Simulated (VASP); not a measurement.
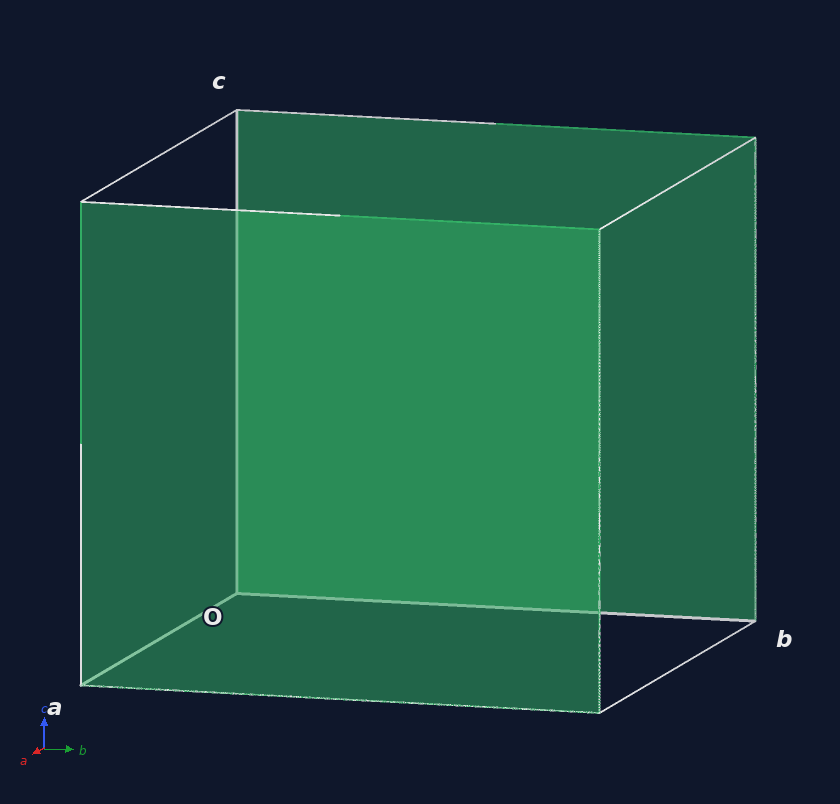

For HfSiO₄, an entry of the Crystallography Open Database, as set up for an electronic-structure calculation: every member of one family of equally spaced planes, hx + ky + lz = a whole number, that cuts the unit cell is shaded (one member passes through the origin O). The drawing is computed from the coordinates (standard cell, symmetry found to 0.002 Å).

a = 6.572 Å, b = 6.572 Å, c = 5.963 Å, α = 90.00°, β = 90.00°, γ = 90.00°.

Question: Index the planes.

Answer: (1 0 0); the opposite sign names the same planes. The member next to the origin meets the axes a at 1, b never, c never.

Question: What is the spacing?

Answer: d = 6.572 Å.

Question: The space group is I4₁/amd (No. 141, origin choice 1). How many reflections hkl are equivalent to this one (itself included), and does it occur?

Answer: 4 reflections are equivalent in the Laue class 4/mmm. The reflection is systematically absent, by the centring.
